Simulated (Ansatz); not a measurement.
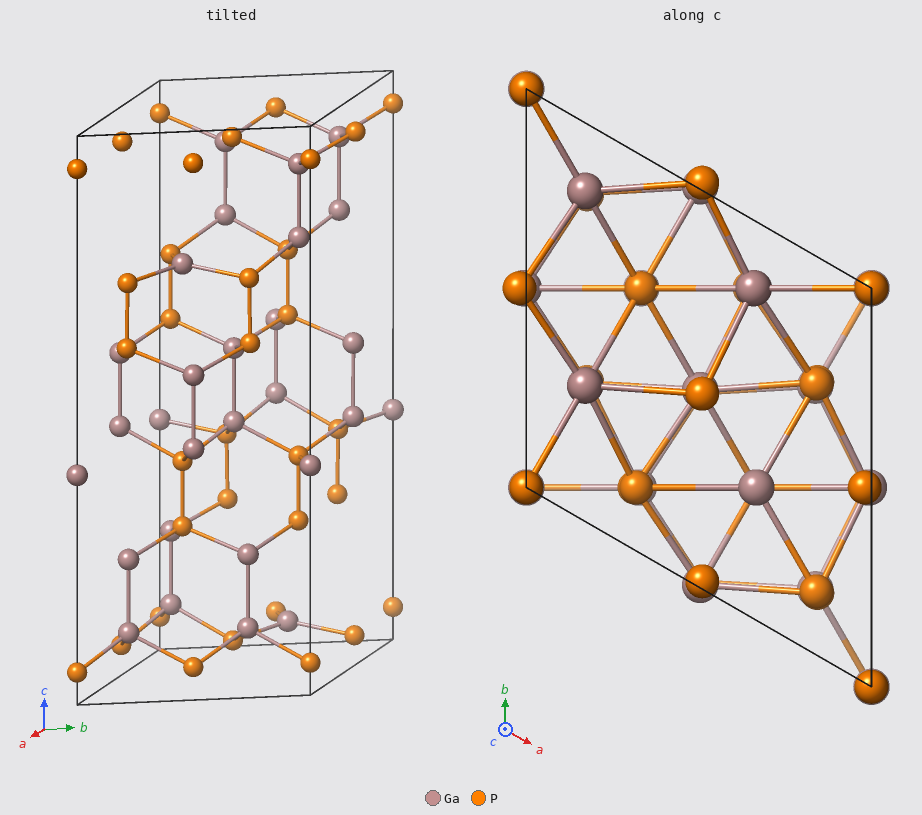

View slightly off an axis and along the c axis, drawn as a ball-and-stick model. The conventional unit cell is drawn as a box. Cell: a = 7.769 Å, b = 7.769 Å, c = 19.305 Å, α = 90.00°, β = 90.00°, γ = 120.00°.

Composition: Ga$_{7}$P$_{8}$. The lattice is rhombohedral (trigonal R) and the space group R3m (No. 160). The cell comprises 3 formula units: 21 Ga, 24 P. Ga takes three kinds of site: 9b with three P and one Ga in a tetrahedral arrangement (about 2.4 Å to P, 2.5 Å to Ga); 3a with three P in a trigonal planar arrangement at about 2.4 Å; 9b with three P and one Ga in a distorted tetrahedral arrangement (about 2.4 Å to P, 2.5 Å to Ga). Counting atoms within bonding range gives coordination numbers of P 3 to 4 (mean 3.6). The bonds build a three-dimensional framework.

The structure was taken from a structure listed in the Materials Project. The cell was then strained or its atoms displaced on purpose. It was the input of a calculation with Ansatz.
